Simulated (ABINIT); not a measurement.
## Run report: HfB, geometry relaxation (part 2 of 2)

The same run, continued: HfB (Fm-3m, 2 atoms in the cell); Kohn-Sham DFT of a periodic cell, PBE, JTH PAW PBE v2.0, no spin polarisation (ABINIT 10.8.3); cutoff 517.02 eV, 10×10×10 k-mesh, fermi-dirac of 0.05 eV. The structure derives from an entry of the Crystallography Open Database.

Geometry of the input (Å; fractional positions):
```
0.0000  2.3100  2.3100
2.3100  0.0000  2.3100
2.3100  2.3100  0.0000
Hf 0.5000  0.5000  0.5000
B  0.0000  0.0000  0.0000
```

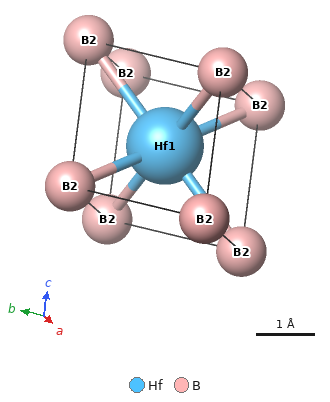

*The geometry at step 2 of the log (ball-and-stick view of the cell of the calculation, seen at an oblique angle; atoms are numbered from 1 in the order of the input).*

The program's output, continued
```
 Cartesian coordinates (xcart) [bohr]
  4.41423152494738E+00  4.41423152494739E+00  4.41423152494739E+00
  0.00000000000000E+00  0.00000000000000E+00  0.00000000000000E+00
 Reduced coordinates (xred)
  5.00000000000000E-01  5.00000000000000E-01  5.00000000000000E-01
  0.00000000000000E+00  0.00000000000000E+00  0.00000000000000E+00
 Cartesian forces (fcart) [Ha/bohr]; max,rms= 0.00000E+00 0.00000E+00 (free atoms)
 -0.00000000000000E+00 -0.00000000000000E+00 -0.00000000000000E+00
 -0.00000000000000E+00 -0.00000000000000E+00 -0.00000000000000E+00
 Gradient of E wrt nuclear positions in reduced coordinates (gred)
  0.00000000000000E+00  0.00000000000000E+00  0.00000000000000E+00
  0.00000000000000E+00  0.00000000000000E+00  0.00000000000000E+00
 Scale of Primitive Cell (acell) [bohr]
  6.24266609003547E+00  6.24266609003546E+00  6.24266609003546E+00
 Real space primitive translations (rprimd) [bohr]
  0.00000000000000E+00  4.41423152494739E+00  4.41423152494739E+00
  4.41423152494738E+00  0.00000000000000E+00  4.41423152494738E+00
  4.41423152494738E+00  4.41423152494738E+00  0.00000000000000E+00
 Unitary Cell Volume (ucvol) [Bohr^3]=  1.72026486661071E+02
 Angles (23,13,12)= [degrees]
  6.00000000000000E+01  6.00000000000000E+01  6.00000000000000E+01
 Lengths [Bohr]
  6.24266609003547E+00  6.24266609003546E+00  6.24266609003546E+00
 Stress tensor in cartesian coordinates (strten) [Ha/bohr^3]
 -7.50217864637789E-04  0.00000000000000E+00  0.00000000000000E+00
  0.00000000000000E+00 -7.50217864637907E-04  0.00000000000000E+00
  0.00000000000000E+00  0.00000000000000E+00 -7.50217864637921E-04
 Total energy (etotal) [Ha]= -5.29207002132907E+01

 Difference of energy with previous step (new-old):
           Absolute (Ha)=-5.07633E-03
           Relative     =-9.59280E-05

--- Iteration: ( 3/60) Internal Cycle: (1/1)
--------------------------------------------------------------------------------

---SELF-CONSISTENT-FIELD CONVERGENCE--------------------------------------------

--- !BeginCycle
iteration_state: {dtset: 1, itime: 3, icycle: 1, }
solver: {iscf: 17, nstep: 100, nline: 4, wfoptalg: 10, }
tolerances: {tolvrs: 1.00E-09, }
...

     iter   Etot(hartree)      deltaE(h)  residm     nres2
 ETOT  1  -52.921761030118    -5.292E+01 3.332E-04 6.654E-02
 ETOT  2  -52.921694807358     6.622E-05 1.521E-05 1.998E-03
 ETOT  3  -52.921693482498     1.325E-06 5.205E-06 3.022E-04
 ETOT  4  -52.921693181008     3.015E-07 5.915E-06 5.007E-06
 ETOT  5  -52.921693192163    -1.115E-08 2.990E-06 3.382E-07
 ETOT  6  -52.921693192489    -3.255E-10 3.849E-06 1.206E-08
 ETOT  7  -52.921693192516    -2.693E-11 1.684E-06 1.279E-09
 ETOT  8  -52.921693192515     8.455E-13 2.122E-06 4.479E-11

 At SCF step    8       nres2   =  4.48E-11 < tolvrs=  1.00E-09 =>converged.

 Cartesian components of stress tensor (hartree/bohr^3)
  sigma(1 1)= -6.82845397E-04  sigma(3 2)=  0.00000000E+00
  sigma(2 2)= -6.82845397E-04  sigma(3 1)=  0.00000000E+00
  sigma(3 3)= -6.82845397E-04  sigma(2 1)=  0.00000000E+00

--- !ResultsGS
iteration_state: {dtset: 1, itime: 3, icycle: 1, }
comment   : Summary of ground state results
lattice_vectors:
- [  0.0000000,   4.4260761,   4.4260761, ]
- [  4.4260761,   0.0000000,   4.4260761, ]
- [  4.4260761,   4.4260761,   0.0000000, ]
lattice_lengths: [   6.25942,    6.25942,    6.25942, ]
lattice_angles: [ 60.000,  60.000,  60.000, ] # degrees, (23, 13, 12)
lattice_volume:   1.7341499E+02
convergence: {deltae:  8.455E-13, res2:  4.479E-11, residm:  2.122E-06, diffor: null, }
etotal    :  -5.29216932E+01
entropy   :   0.00000000E+00
fermie    :  -2.25523911E-02
cartesian_stress_tensor: # hartree/bohr^3
- [ -6.82845397E-04,   0.00000000E+00,   0.00000000E+00, ]
- [  0.00000000E+00,  -6.82845397E-04,   0.00000000E+00, ]
- [  0.00000000E+00,   0.00000000E+00,  -6.82845397E-04, ]
pressure_GPa:   2.0090E+01
xred      :
- [  5.0000E-01,   5.0000E-01,   5.0000E-01, Hf]
- [  0.0000E+00,   0.0000E+00,   0.0000E+00,  B]
cartesian_forces: # hartree/bohr
- [ -0.00000000E+00,  -0.00000000E+00,  -0.00000000E+00, ]
- [ -0.00000000E+00,  -0.00000000E+00,  -0.00000000E+00, ]
force_length_stats: {min:   0.00000000E+00, max:   0.00000000E+00, mean:   0.00000000E+00, }
...

 Integrated electronic density in atomic spheres:
 ------------------------------------------------
 Atom  Sphere_radius  Integrated_density
    1        2.41119          9.70098298
    2        1.70617          1.80975100

---OUTPUT-----------------------------------------------------------------------

 Cartesian coordinates (xcart) [bohr]
  4.42607613336746E+00  4.42607613336746E+00  4.42607613336746E+00
  0.00000000000000E+00  0.00000000000000E+00  0.00000000000000E+00
 Reduced coordinates (xred)
  5.00000000000000E-01  5.00000000000000E-01  5.00000000000000E-01
  0.00000000000000E+00  0.00000000000000E+00  0.00000000000000E+00
 Cartesian forces (fcart) [Ha/bohr]; max,rms= 0.00000E+00 0.00000E+00 (free atoms)
 -0.00000000000000E+00 -0.00000000000000E+00 -0.00000000000000E+00
 -0.00000000000000E+00 -0.00000000000000E+00 -0.00000000000000E+00
 Gradient of E wrt nuclear positions in reduced coordinates (gred)
  0.00000000000000E+00  0.00000000000000E+00  0.00000000000000E+00
  0.00000000000000E+00  0.00000000000000E+00  0.00000000000000E+00
 Scale of Primitive Cell (acell) [bohr]
  6.25941689590413E+00  6.25941689590413E+00  6.25941689590413E+00
 Real space primitive translations (rprimd) [bohr]
  0.00000000000000E+00  4.42607613336746E+00  4.42607613336746E+00
  4.42607613336746E+00  0.00000000000000E+00  4.42607613336746E+00
  4.42607613336746E+00  4.42607613336746E+00  0.00000000000000E+00
 Unitary Cell Volume (ucvol) [Bohr^3]=  1.73414990182575E+02
 Angles (23,13,12)= [degrees]
  6.00000000000000E+01  6.00000000000000E+01  6.00000000000000E+01
 Lengths [Bohr]
  6.25941689590413E+00  6.25941689590413E+00  6.25941689590413E+00
 Stress tensor in cartesian coordinates (strten) [Ha/bohr^3]
 -6.82845396862738E-04  0.00000000000000E+00  0.00000000000000E+00
  0.00000000000000E+00 -6.82845396862794E-04  0.00000000000000E+00
  0.00000000000000E+00  0.00000000000000E+00 -6.82845396862815E-04
 Total energy (etotal) [Ha]= -5.29216931925147E+01

 Difference of energy with previous step (new-old):
           Absolute (Ha)=-9.92979E-04
           Relative     =-1.87634E-05

--- Iteration: ( 4/60) Internal Cycle: (1/1)
--------------------------------------------------------------------------------

---SELF-CONSISTENT-FIELD CONVERGENCE--------------------------------------------

--- !BeginCycle
iteration_state: {dtset: 1, itime: 4, icycle: 1, }
solver: {iscf: 17, nstep: 100, nline: 4, wfoptalg: 10, }
tolerances: {tolvrs: 1.00E-09, }
...

     iter   Etot(hartree)      deltaE(h)  residm     nres2
 ETOT  1  -52.921736775710    -5.292E+01 8.774E-06 1.389E-04
 ETOT  2  -52.921736636949     1.388E-07 1.212E-06 4.152E-06
 ETOT  3  -52.921736634157     2.792E-09 1.104E-06 6.248E-07
 ETOT  4  -52.921736633507     6.498E-10 1.266E-06 1.125E-08
 ETOT  5  -52.921736633545    -3.784E-11 1.058E-06 6.907E-10

 At SCF step    5       nres2   =  6.91E-10 < tolvrs=  1.00E-09 =>converged.

 Cartesian components of stress tensor (hartree/bohr^3)
  sigma(1 1)= -6.79837483E-04  sigma(3 2)=  0.00000000E+00
  sigma(2 2)= -6.79837483E-04  sigma(3 1)=  0.00000000E+00
  sigma(3 3)= -6.79837483E-04  sigma(2 1)=  0.00000000E+00

--- !ResultsGS
iteration_state: {dtset: 1, itime: 4, icycle: 1, }
comment   : Summary of ground state results
lattice_vectors:
- [  0.0000000,   4.4266185,   4.4266185, ]
- [  4.4266185,   0.0000000,   4.4266185, ]
- [  4.4266185,   4.4266185,   0.0000000, ]
lattice_lengths: [   6.26018,    6.26018,    6.26018, ]
lattice_angles: [ 60.000,  60.000,  60.000, ] # degrees, (23, 13, 12)
lattice_volume:   1.7347875E+02
convergence: {deltae: -3.784E-11, res2:  6.907E-10, residm:  1.058E-06, diffor: null, }
etotal    :  -5.29217366E+01
entropy   :   0.00000000E+00
fermie    :  -2.25635287E-02
cartesian_stress_tensor: # hartree/bohr^3
- [ -6.79837483E-04,   0.00000000E+00,   0.00000000E+00, ]
- [  0.00000000E+00,  -6.79837483E-04,   0.00000000E+00, ]
- [  0.00000000E+00,   0.00000000E+00,  -6.79837483E-04, ]
pressure_GPa:   2.0002E+01
xred      :
- [  5.0000E-01,   5.0000E-01,   5.0000E-01, Hf]
- [  0.0000E+00,   0.0000E+00,   0.0000E+00,  B]
cartesian_forces: # hartree/bohr
- [ -0.00000000E+00,  -0.00000000E+00,  -0.00000000E+00, ]
- [ -0.00000000E+00,  -0.00000000E+00,  -0.00000000E+00, ]
force_length_stats: {min:   0.00000000E+00, max:   0.00000000E+00, mean:   0.00000000E+00, }
...

 Integrated electronic density in atomic spheres:
 ------------------------------------------------
 Atom  Sphere_radius  Integrated_density
    1        2.41119          9.70120696
    2        1.70617          1.80992569

---OUTPUT-----------------------------------------------------------------------

 Cartesian coordinates (xcart) [bohr]
  4.42661850403313E+00  4.42661850403314E+00  4.42661850403314E+00
  0.00000000000000E+00  0.00000000000000E+00  0.00000000000000E+00
 Reduced coordinates (xred)
  5.00000000000000E-01  5.00000000000000E-01  5.00000000000000E-01
  0.00000000000000E+00  0.00000000000000E+00  0.00000000000000E+00
 Cartesian forces (fcart) [Ha/bohr]; max,rms= 0.00000E+00 0.00000E+00 (free atoms)
 -0.00000000000000E+00 -0.00000000000000E+00 -0.00000000000000E+00
 -0.00000000000000E+00 -0.00000000000000E+00 -0.00000000000000E+00
 Gradient of E wrt nuclear positions in reduced coordinates (gred)
  0.00000000000000E+00  0.00000000000000E+00  0.00000000000000E+00
  0.00000000000000E+00  0.00000000000000E+00  0.00000000000000E+00
 Scale of Primitive Cell (acell) [bohr]
  6.26018392385536E+00  6.26018392385536E+00  6.26018392385536E+00
 Real space primitive translations (rprimd) [bohr]
  0.00000000000000E+00  4.42661850403314E+00  4.42661850403314E+00
  4.42661850403313E+00  0.00000000000000E+00  4.42661850403313E+00
  4.42661850403313E+00  4.42661850403313E+00  0.00000000000000E+00
 Unitary Cell Volume (ucvol) [Bohr^3]=  1.73478748730876E+02
 Angles (23,13,12)= [degrees]
  6.00000000000000E+01  6.00000000000000E+01  6.00000000000000E+01
 Lengths [Bohr]
  6.26018392385536E+00  6.26018392385536E+00  6.26018392385536E+00
 Stress tensor in cartesian coordinates (strten) [Ha/bohr^3]
 -6.79837482789797E-04  0.00000000000000E+00  0.00000000000000E+00
  0.00000000000000E+00 -6.79837482789818E-04  0.00000000000000E+00
  0.00000000000000E+00  0.00000000000000E+00 -6.79837482789811E-04
 Total energy (etotal) [Ha]= -5.29217366335451E+01

 Difference of energy with previous step (new-old):
           Absolute (Ha)=-4.34410E-05
           Relative     =-8.20855E-07

 At Broyd/MD step   4, gradients are converged :
  max grad (force/stress) = 5.1283E-06 < tolmxf= 2.0000E-04 ha/bohr (free atoms)

================================================================================

 ----iterations are completed or convergence reached----

 Mean square residual over all n,k,spin=   21.138E-10; max=  10.580E-07
 reduced coordinates (array xred) for    2 atoms
       0.500000000000      0.500000000000      0.500000000000
       0.000000000000      0.000000000000      0.000000000000
 rms dE/dt=  0.0000E+00; max dE/dt=  0.0000E+00; dE/dt below (all hartree)
    1       0.000000000000      0.000000000000      0.000000000000
    2       0.000000000000      0.000000000000      0.000000000000

 cartesian coordinates (angstrom) at end:
    1      2.34246563210671     2.34246563210671     2.34246563210671
    2      0.00000000000000     0.00000000000000     0.00000000000000

 cartesian forces (hartree/bohr) at end:
    1     -0.00000000000000    -0.00000000000000    -0.00000000000000
    2     -0.00000000000000    -0.00000000000000    -0.00000000000000
 frms,max,avg= 0.0000000E+00 0.0000000E+00   0.000E+00  0.000E+00  0.000E+00 h/b

 cartesian forces (eV/Angstrom) at end:
    1     -0.00000000000000    -0.00000000000000    -0.00000000000000
    2     -0.00000000000000    -0.00000000000000    -0.00000000000000
 frms,max,avg= 0.0000000E+00 0.0000000E+00   0.000E+00  0.000E+00  0.000E+00 e/A
 length scales=  6.260183923855  6.260183923855  6.260183923855 bohr
              =  3.312746666318  3.312746666318  3.312746666318 angstroms
 Fermi (or HOMO) energy (eV) =  -0.61398   Average Vxc (eV)= -12.20370
 Eigenvalues (   eV  ) for nkpt=  47  k points:
 kpt#   1, nband= 12, wtk=  0.00100, kpt=  0.0000  0.0000  0.0000 (reduced coord)
 -60.57674  -29.08852  -29.08852  -29.08852  -10.03008    1.57345    1.57345    1.57345
   3.24643    3.24643    3.24643    3.49084
 prteigrs : prtvol=0 or 1, do not print more k-points.

--- !EnergyTerms
iteration_state     : {dtset: 1, itime: 4, icycle: 1, }
comment             : Components of total free energy in Hartree
kinetic             :  7.15136194682169E+00
hartree             :  5.99042533830399E+00
xc                  : -1.02225182372434E+01
Ewald energy        : -4.40485589811846E+01
psp_core            :  8.38925591505042E+00
local_psp           : -4.31498776542880E-01
PAW spherical_terms : -1.97497258887476E+01
internal            : -5.29212586835424E+01
'-kT*entropy'       : -4.78659443223964E-04
total_energy        : -5.29217373429856E+01
total_energy_eV     : -1.44007383564834E+03
...

--- !EnergyTermsDC
iteration_state     : {dtset: 1, itime: 4, icycle: 1, }
comment             : '"Double-counting" decomposition of free energy'
band_energy         : -1.17989514088495E+01
Ewald energy        : -4.40485589811846E+01
psp_core            :  8.38925591505042E+00
xc_dc               : -1.07953486255350E+01
PAW spherical_terms :  5.33234512641680E+00
internal            : -5.29212579741019E+01
'-kT*entropy'       : -4.78659443223964E-04
total_energy_dc     : -5.29217366335451E+01
total_energy_dc_eV  : -1.44007381634348E+03
...

--- !EnergyTermsWithPAWCore
iteration_state     : {dtset: 1, itime: 4, icycle: 1, }
comment             : 'Components of total free energy, including PAW core contributions'
Total energy        : -1.51033601459659E+04
Total energy DC     : -1.51033601452565E+04
Total energy (eV)   : -4.10983366544034E+05
Total energy DC (eV): -4.10983366524729E+05
...

 Cartesian components of stress tensor (hartree/bohr^3)
  sigma(1 1)= -6.79837483E-04  sigma(3 2)=  0.00000000E+00
  sigma(2 2)= -6.79837483E-04  sigma(3 1)=  0.00000000E+00
  sigma(3 3)= -6.79837483E-04  sigma(2 1)=  0.00000000E+00

-Cartesian components of stress tensor (GPa)         [Pressure=  2.0002E+01 GPa]
- sigma(1 1)= -2.00015093E+01  sigma(3 2)=  0.00000000E+00
- sigma(2 2)= -2.00015093E+01  sigma(3 1)=  0.00000000E+00
- sigma(3 3)= -2.00015093E+01  sigma(2 1)=  0.00000000E+00

== END DATASET(S) ==============================================================
================================================================================

 -outvars: echo values of variables after computation  --------
            acell      6.2601839239E+00  6.2601839239E+00  6.2601839239E+00 Bohr
           etotal     -5.2921736634E+01
            fcart     -0.0000000000E+00 -0.0000000000E+00 -0.0000000000E+00
                      -0.0000000000E+00 -0.0000000000E+00 -0.0000000000E+00
            rprim      0.0000000000E+00  7.0710678119E-01  7.0710678119E-01
                       7.0710678119E-01  0.0000000000E+00  7.0710678119E-01
                       7.0710678119E-01  7.0710678119E-01  0.0000000000E+00
           strten     -6.7983748279E-04 -6.7983748279E-04 -6.7983748279E-04
                       0.0000000000E+00  0.0000000000E+00  0.0000000000E+00
           xangst      2.3424656321E+00  2.3424656321E+00  2.3424656321E+00
                       0.0000000000E+00  0.0000000000E+00  0.0000000000E+00
             xred      5.0000000000E-01  5.0000000000E-01  5.0000000000E-01
                       0.0000000000E+00  0.0000000000E+00  0.0000000000E+00
 Calculation completed.
```

Trajectory as extended XYZ (Å, eV, eV/Å), 4 frames, from step=0 to step=3
```
2
Lattice="0.0000 2.3100 2.3100 2.3100 0.0000 2.3100 2.3100 2.3100 0.0000" Properties=species:S:1:pos:R:3:forces:R:3 step=0 energy=-1439.90748
Hf    2.3100    2.3100    2.3100    0.0000   0.0000   0.0000
B     0.0000    0.0000    0.0000    0.0000   0.0000   0.0000
2
Lattice="0.0000 2.3359 2.3359 2.3359 0.0000 2.3359 2.3359 2.3359 0.0000" Properties=species:S:1:pos:R:3:forces:R:3 step=1 energy=-1440.04561
Hf    2.3359    2.3359    2.3359    0.0000   0.0000   0.0000
B     0.0000    0.0000    0.0000    0.0000   0.0000   0.0000
2
Lattice="0.0000 2.3422 2.3422 2.3422 0.0000 2.3422 2.3422 2.3422 0.0000" Properties=species:S:1:pos:R:3:forces:R:3 step=2 energy=-1440.07263
Hf    2.3422    2.3422    2.3422    0.0000   0.0000   0.0000
B     0.0000    0.0000    0.0000    0.0000   0.0000   0.0000
2
Lattice="0.0000 2.3425 2.3425 2.3425 0.0000 2.3425 2.3425 2.3425 0.0000" Properties=species:S:1:pos:R:3:forces:R:3 step=3 energy=-1440.07382
Hf    2.3425    2.3425    2.3425    0.0000   0.0000   0.0000
B     0.0000    0.0000    0.0000    0.0000   0.0000   0.0000
```

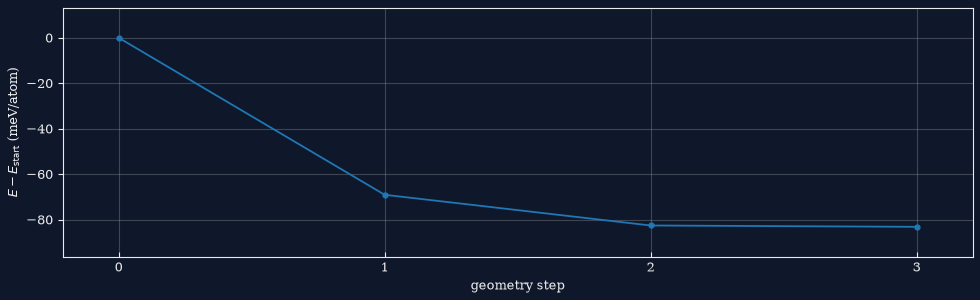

*Progress of the relaxation, step by step (steps are counted from 0).*

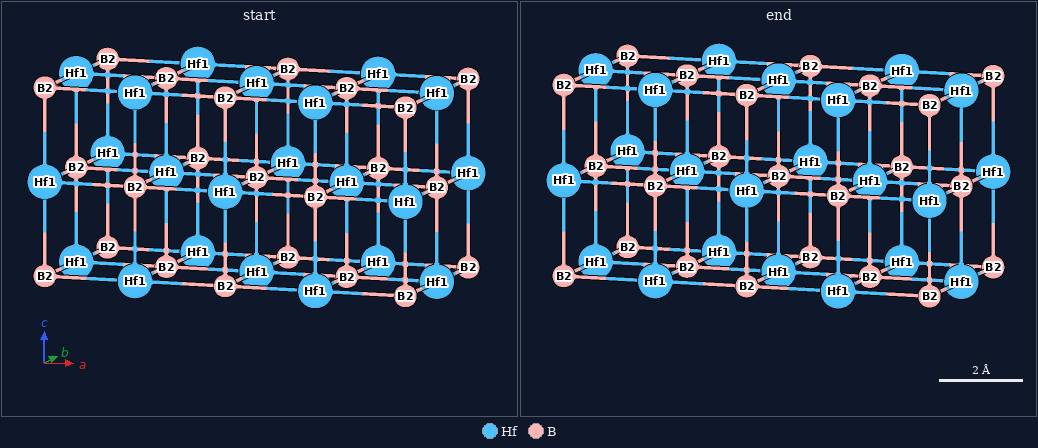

*Before (left) and after (right) the relaxation, at one scale (ball-and-stick view of the cell 4 times as large as that of the calculation, set on its symmetry axes, repeated 2 × 1 × 1, seen slightly off an axis).*

After 3 geometry steps the energy has fallen by 83.2 meV per atom. All forces vanish by symmetry, so only the cell relaxes. No atom moves by more than 0.005 Å relative to the cell. Cell: a = b = c 4.620 → 4.685 Å (+1.4 %). Volume +4.3 %. Distances before and after: Hf1–B2 2.310 → 2.342 Å. The space group stays Fm-3m (No. 225). (Atoms are counted from 1 in the order of the input.)

Summary

- outcome: converged
- space group (tolerance 0.01 Å): Fm-3m (225)
- electrons treated: 15
- free energy: −1440.0738 eV
- Fermi energy: −0.614 eV
- gap on the k-point mesh: none (metallic)
- pressure: 20.00 GPa
- final volume: 25.71 Å³
- largest force (length of the vector) at the end: under 0.001 eV/Å
- final cell: a = 3.313 Å, b = 3.313 Å, c = 3.313 Å, α = 60.00°, β = 60.00°, γ = 60.00°
- wall time: 56 s
- peak memory: 0.12 GiB

Remarks

Spin–orbit coupling is left out, which matters for Hf. The cell is under a pressure of 20 GPa at this level, so it is not at its equilibrium volume.
